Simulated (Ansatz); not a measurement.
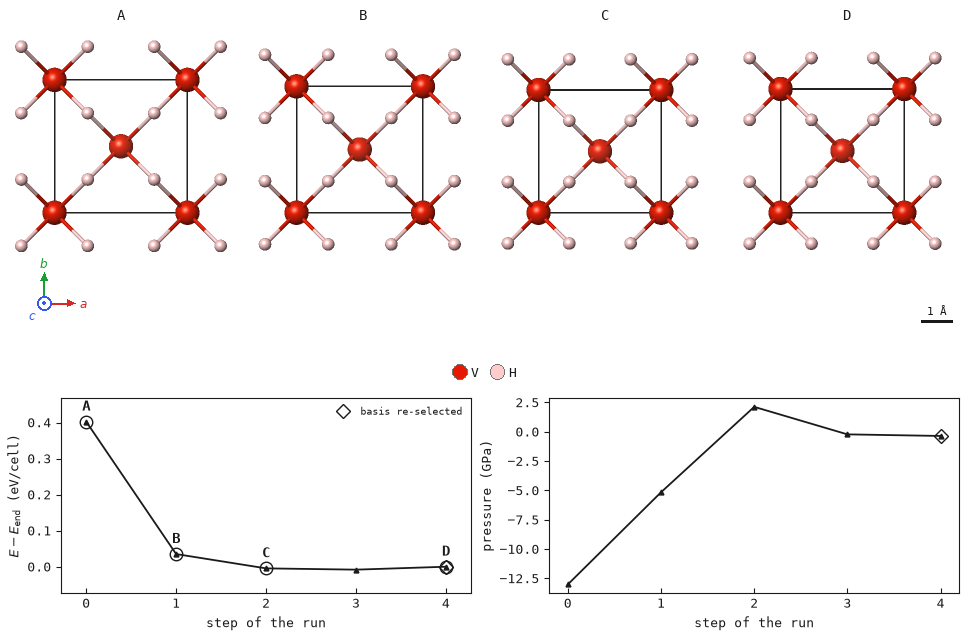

Frames of a relaxation of a crystal of VH4 (a generated structure, set up in Im-3m) (coarse preliminary run), marked on the history of the run. Style: ball-and-stick. Shown: the conventional cell (2 times the calculation's cell), along the c axis. Lengths and directions refer to the drawn axes.

Method: DFT PBE, scalar-relativistic, plane waves, PAW (Ansatz 0.2.0). (plane-wave cutoff 420 eV; k-point mesh 6 × 6 × 6; occupations gaussian; smearing width 0.1 eV; collinear spin; cell and atoms relaxed; force threshold 0.04 eV/Å; at most 70 steps)

Q: Describe the path.

A: The atoms keep their places relative to the cell (all moves are under 0.005 Å). The drawn cell changes as follows: a = b = c 4.413 → 4.111 Å (−6.8 %); the volume changes by −19.1 %. Some distances before and after: H–V 1.911 → 1.780 Å. The space group stays Im-3m (No. 229). Over 3 accepted moves (4 points after the start) the energy falls by 0.402 eV per cell of the calculation. All forces vanish by symmetry, so only the cell relaxes. Pressure: −13.02 GPa at the start and −0.36 GPa at the end. At 1 point the geometry stayed and the basis and grid were re-selected for the new cell (energy shift of 8.1 meV per cell of the calculation at most each time). Cost: 9.1 s on 1 thread of Arm Neoverse V1 (shared host), peak memory 0.28 GiB. From step 0 to 1: volume −13.9 %, energy −0.367 eV per cell of the calculation. From step 1 to 2: volume −8.4 %, energy −39.7 meV per cell of the calculation. From step 2 to 4: volume +2.5 %, energy +4.5 meV per cell of the calculation.

```
step  E − E(0), meV/atom  pressure, GPa  volume, Å³/atom                      note
   0                0.00         -13.02            8.594                          
   1              -73.44          -5.16            7.397                          
   2              -81.38           2.12            6.779                          
   3              -82.09          -0.22            6.948                          
   4              -80.47          -0.36            6.948  same geometry, new basis
```
